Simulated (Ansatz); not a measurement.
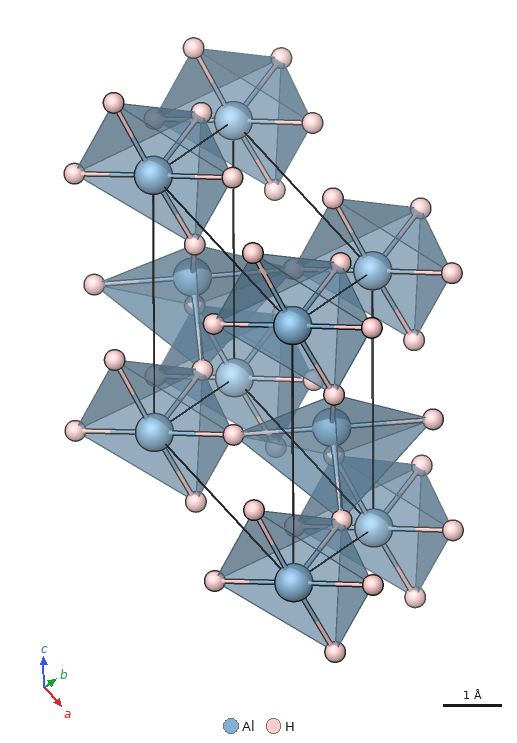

Crystal structure, polyhedral style, seen slightly off an axis. The frame is the cell (the run's own, in a reduced setting); atoms at its boundary are shown with their periodic copies. Some neighbours outside the box are added.

The box has a = 4.37 Å, b = 4.46 Å, c = 4.63 Å, α = 90.75°, β = 116.75°, γ = 118.90°.

Bonding distances used: Al–H up to 2.08 Å (cut-off distances).

The composition is Al$_{2}$H$_{5}$.

> Which atoms are bonded to H?

Two Al in a bent arrangement at about 1.7 to 1.8 Å.

> To which atoms is each Al bonded?

Each Al has five H in a square pyramidal arrangement at about 1.7 to 1.8 Å.

> How do the bonded atoms link up through the crystal?

The bonds build a three-dimensional framework.

> Describe the polyhedral units and how they are joined.

The polyhedra are AlH5 square pyramids; they share corners.

The picture shows a known structure type with an atom taken out, added or moved, with the atoms shaken; the geometry isn't optimised. Ansatz was used for an electronic-structure calculation on it.

At this level of theory the cell isn't at rest (forces up to 1.9 eV/Å), so its distances can differ from those at equilibrium, the more so the softer the solid.
